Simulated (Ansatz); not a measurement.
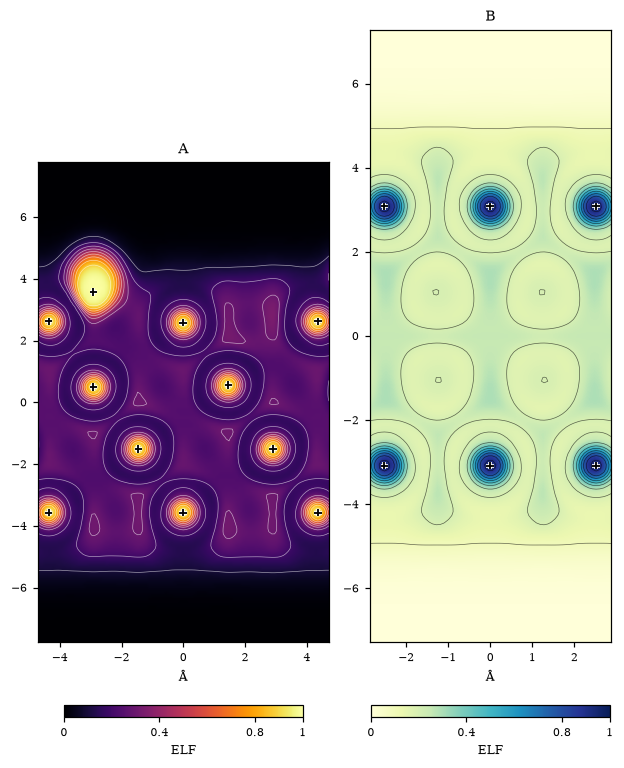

The electron localisation function of 2 systems, each on a plane through atoms (crosses mark nuclei in the plane).

The calculation used DFT PBE+D3(BJ), scalar-relativistic, plane waves, PAW in Ansatz 0.2.0.

System 1: Cu16H (slab), the (110) plane of the calculation cell, a cut from vacuum to vacuum. Computed without spin polarisation.

System 2: Cu (slab), the (010) plane of the calculation cell, a cut from vacuum to vacuum. Computed without spin polarisation.

```
CELL_PARAMETERS angstrom
5.03937 0.00000 0.00000
-2.51968 4.36422 0.00000
0.00000 0.00000 23.17194
ATOMIC_POSITIONS crystal
Cu 0.33333 0.16667 0.36682
Cu 0.33333 0.66667 0.36682
Cu 0.83333 0.16667 0.36682
Cu 0.83333 0.66667 0.36682
Cu 0.66667 0.33333 0.45561
Cu 0.66667 0.83333 0.45561
Cu 0.16667 0.33333 0.45561
Cu 0.16667 0.83333 0.45561
Cu 0.00000 0.50000 0.54387
Cu 0.00000 0.00000 0.54387
Cu 0.50000 0.50000 0.54387
Cu 0.50000 0.00000 0.54387
Cu 0.33333 0.66667 0.63289
Cu 0.33333 0.16667 0.63289
Cu 0.83333 0.66667 0.63289
Cu 0.83333 0.16667 0.63289
```

### Which map belongs to which system?

Panel A is system 1, Cu16H: the plane holds Cu and H. Cu–H (1.73 Å): the ELF climbs to about 1 towards the hydrogen. Panel B is system 2, Cu: the plane holds Cu. Cu–Cu (2.52 Å): the ELF is about 0.25 at the midpoint (no localised pair shows between them).
